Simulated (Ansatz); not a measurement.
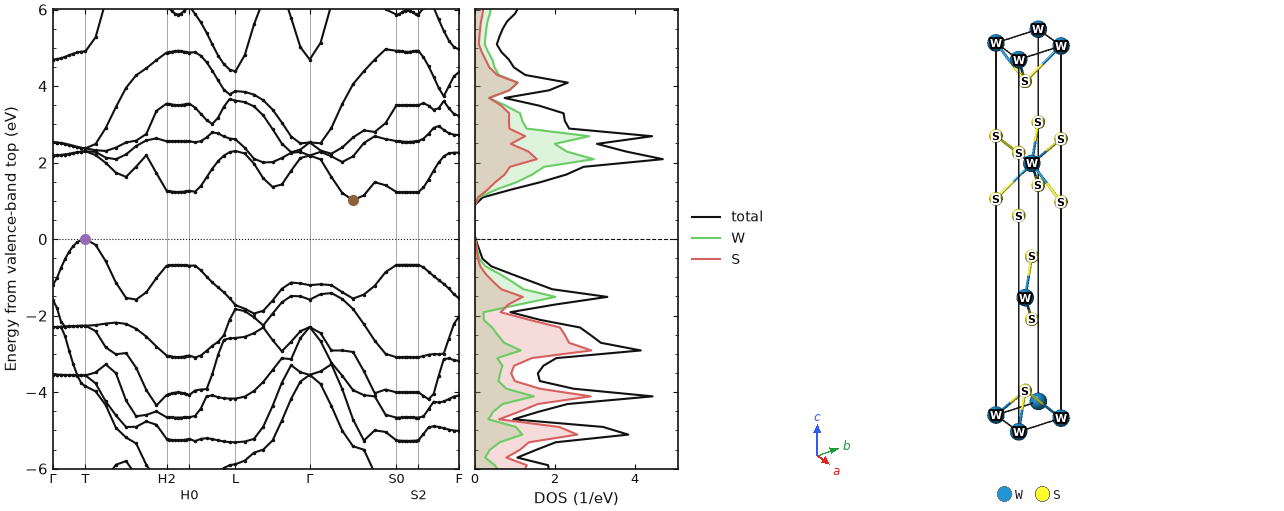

What does this figure show?

Band structure and density of states of WS₂, space group R3m (No. 160), 3 atoms in the cell, beside the structure. Level of theory: DFT, PBE, all-electron LAPW, scalar-relativistic, no spin polarisation, 15×15×15 k mesh, Fermi-Dirac smearing of 0.03 eV; code Ansatz 0.2.0. Energies are counted from the top of the valence band. The path runs straight from each named point to the next. The partial curves are projected on atomic shells.

The bands leave a gap. The gap along this path is 1.01 eV and indirect, from the valence-band top at T to the conduction-band bottom between Γ and S0; the smallest direct gap is 1.90 eV, between S0 and S2. The top valence level at T is a single band, not degenerate (spin aside). The top valence band spans 1.9 eV and the lowest conduction band 1.3 eV. The direct gaps are 1.96 eV at H0, 1.91 eV at S2 and 2.30 eV at T.

The atoms aren't at rest in this cell (largest force 0.6 eV/Å), so the relaxed material can differ. Spin-orbit coupling is left out, which matters for W.
